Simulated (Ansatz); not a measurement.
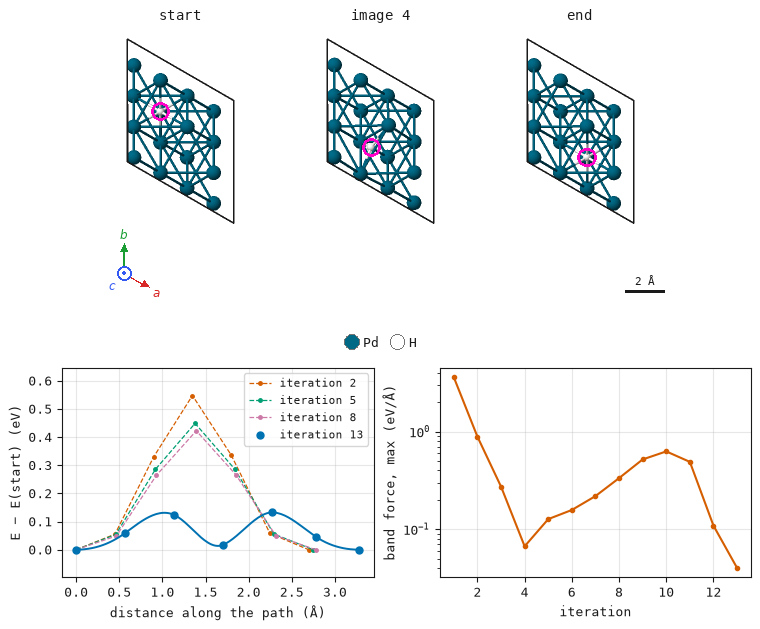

A search for the minimum-energy path of a defect cell of composition HPd16 (17 atoms in the cell) by the nudged elastic band. Images are numbered from 0 (start) to 6 (end). The plot follows the band through its iterations. A ball-and-stick model of the simulation cell (origin moved), seen along the c axis. The moving atom is ringed, with any periodic copies. Bonds to atoms that aren't drawn are left out.

Level of theory: Ansatz 0.2.0, DFT r2SCAN, scalar-relativistic, plane waves, PAW.

The input:
```yaml
crystal:
  lattice:
    - [-3.9074846957, -3.9074846957, -3.9074846957]
    - [-3.9074846957, 3.9074846957, 3.9074846957]
    - [3.9074846957, 3.9074846957, -3.9074846957]
  atoms:
    - { symbol: Pd, position: [0.7529284015, 0.0001202707, 0.2528867214] }
    - { symbol: Pd, position: [0.5000301367, 4.1556e-05, 0.5000282068] }
    - { symbol: Pd, position: [0.2472298694, 0.0001196473, 0.747188673] }
    - { symbol: Pd, position: [0.7500030344, 0.4999933297, 0.7499994213] }
    - { symbol: Pd, position: [0.7528319873, 0.2528694692, 4.07287e-05] }
    - { symbol: Pd, position: [0.5000854775, 0.252929796, 0.2528476535] }
    - { symbol: Pd, position: [0.2499965685, 0.249992056, 0.4999918185] }
    - { symbol: Pd, position: [-3.0344e-06, 0.2500012205, 0.7500005787] }
    - { symbol: Pd, position: [1.04333e-05, 4.16754e-05, 1.02742e-05] }
    - { symbol: Pd, position: [0.7499958695, 0.7499925328, 0.4999928237] }
    - { symbol: Pd, position: [0.5000773611, 0.7472261394, 0.7471519942] }
    - { symbol: Pd, position: [0.5000320145, 0.5000008422, 1.09702e-05] }
    - { symbol: Pd, position: [0.249990351, 0.4999932606, 0.249986847] }
    - { symbol: Pd, position: [-1.29575e-05, 0.4999991578, 0.4999658818] }
    - { symbol: Pd, position: [0.2471861896, 0.7472182084, 3.45388e-05] }
    - { symbol: Pd, position: [-4.0235e-06, 0.749986984, 0.2499873537] }
    - { symbol: H, position: [0.4978590451, -0.0027884404, -0.0007578717] }
basis:
  ecutwfc: 500
  xc_grid: 3
kpoints:
  mp_grid: { grid: [4, 4, 4], shift: [0.5, 0.5, 0.5] }
hamiltonian:
  xc: r2scan
scf:
  occupations: { method: gaussian, width: 0.1 }
output:
  forces: true
neb:
  images: 5
  f_tol: 0.05
  max_iterations: 70
  order_check: false
  final_atoms:
    - { symbol: Pd, position: [0.7500345388, 0.0028483493, 0.2528163305] }
    - { symbol: Pd, position: [0.5000005787, 3.6131e-06, 0.4999993582] }
    - { symbol: Pd, position: [0.2499928237, -3.0458e-06, 0.7500002909] }
    - { symbol: Pd, position: [0.7500407287, 0.4972087415, 0.7471712595] }
    - { symbol: Pd, position: [0.7500102742, 0.2499998409, -3.14012e-05] }
    - { symbol: Pd, position: [0.4999994213, 0.2499963869, 0.2500060916] }
    - { symbol: Pd, position: [0.2500282068, 0.2499980701, 0.4999866508] }
    - { symbol: Pd, position: [-1.3153e-05, 0.249996496, 0.7499935863] }
    - { symbol: Pd, position: [0.0028476535, 0.002762176, -8.21425e-05] }
    - { symbol: Pd, position: [0.7500109702, 0.7499789558, 0.5000101281] }
    - { symbol: Pd, position: [0.497188673, 0.7499588036, 0.7470690257] }
    - { symbol: Pd, position: [0.4971519942, 0.497074633, -7.41452e-05] }
    - { symbol: Pd, position: [0.2499918185, 0.49999525, 0.2499997625] }
    - { symbol: Pd, position: [-1.26463e-05, 0.4999913771, 0.5000003697] }
    - { symbol: Pd, position: [0.2499658818, 0.7499788393, -3.3276e-05] }
    - { symbol: Pd, position: [0.0028867214, 0.7499583199, 0.2527664507] }
    - { symbol: H, position: [0.7492421283, -0.2486169168, 0.0020305687] }
```

Run as
```bash
ansatz run input.yaml --threads 8 --pin off --max-ram 20480MiB --backend cpu --events-out ev --progress --plain --runs-dir out
```

Question: Judge this run.

Answer: The run is converged, with reservations. The band converged in 13 iterations. The largest component of the band force went from 3.6 to 0.04 eV/Å. The climbing image converged on the top of the path. Its curvatures weren't checked. The first iteration put the highest image at 1.234 eV. The barrier is about 0.132 eV in both directions, with image 4 at the top; the ends have the same energy. The profile has 2 maxima (images 2, 4) with a dip at image 3 (+0.017 eV), so the process runs in steps.

Limits of the set-up: the periodic images lie only 6.8 Å apart, so the values are limited by the cell's size.
